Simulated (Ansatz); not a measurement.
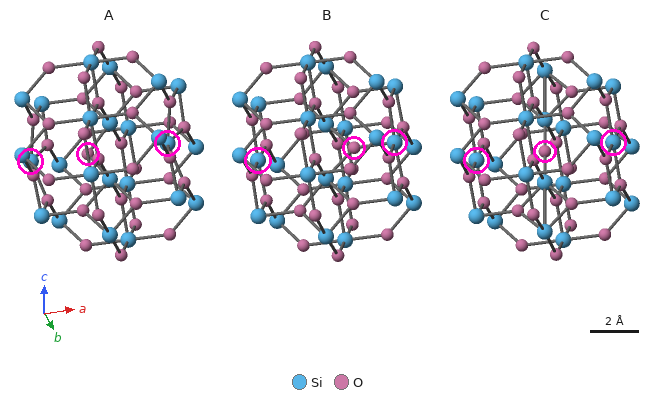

3 geometries from a converged minimum-energy path of SiO2 with an O vacancy (23 atoms in the cell), shuffled. The picture is a ball-and-stick view of the atoms within 4.8 Å of the middle of the path, seen from a free direction. The atoms that move most are ringed. Bonds to atoms that aren't drawn are left out.

The calculation used DFT PBE-D3(BJ), scalar-relativistic, plane waves, PAW in Ansatz 0.2.0. Set-up: plane-wave cutoff 420 eV; k-point mesh 2 × 2 × 2; Fermi-Dirac smearing 0.05 eV; 5 movable images; climbing image; force threshold 0.03 eV/Å; iteration limit 52; spring constant 1.0 eV/Å²; starting path by image-dependent pair potential.

One of them is the converged climbing image. Which?

C. In order along the path, whose images run from 0 to 6: A (image 1, +0.08 eV), C (image 3, +5.15 eV), B (image 6, 0.00 eV). An O atom travels furthest, 2.39 Å from end to end, along +a, on a straight line. At the highest image its nearest neighbour (Si) is 1.51 Å away, against 1.77 Å at the start, and the surrounding atoms stand up to 0.21 Å off the mean of their end positions. Breaking: O–Si (1.77 → 4.21 Å).

Limits of the set-up: the k-point mesh is coarse for a cell with partly filled bands; the periodic images lie only 5.4 Å apart, so the values are limited by the cell's size.

The run took 14 min on 1 thread of Arm Neoverse V2, with other jobs on the host, peak memory 0.74 GiB.

PAW datasets: the set soft_1.
